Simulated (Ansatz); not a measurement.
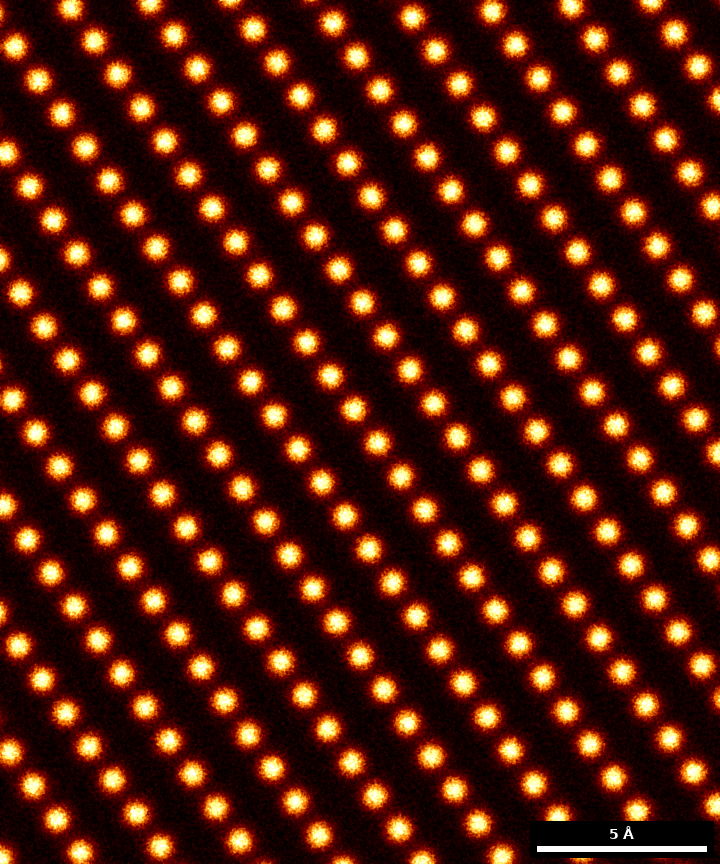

Z-contrast image of Ni (P6_3/mmc, No. 194). The image is simulated as a sum over atoms of Z^1.6, blurred by a 0.57 Å probe (no channelling). The probe carries 25 % of its weight in a tail 2.5 times as wide. Shot noise was added. Structure used: the end point of a relaxation at fixed volume with DFT r2SCAN, scalar-relativistic, plane waves, PAW in Ansatz; the starting structure was generated, so it need not be a known form of this composition.

```cif
data_structure
_symmetry_space_group_name_H-M 'P 1'
_symmetry_Int_Tables_number 1
_cell_length_a 2.4356
_cell_length_b 2.4356
_cell_length_c 4.0657
_cell_angle_alpha 90.000
_cell_angle_beta 90.000
_cell_angle_gamma 120.000
_cell_volume 20.89
loop_
_atom_site_label
_atom_site_type_symbol
_atom_site_fract_x
_atom_site_fract_y
_atom_site_fract_z
_atom_site_occupancy
Ni1 Ni 0.33333 0.66667 0.75000 1
Ni2 Ni 0.66667 0.33333 0.25000 1
```

Q: Along which zone axis is the crystal seen: [100], [210], [310] or [101]? (Directions equivalent by symmetry count as one.)

A: [210]. The projected cells are 2.11 × 4.07 Å, 90° for [100]; 1.22 × 2.03 Å, 90° for [210]; 0.80 × 4.07 Å, 90° for [310]; 2.09 × 2.35 Å, 116° for [101], and the image repeats as the [210] one does.
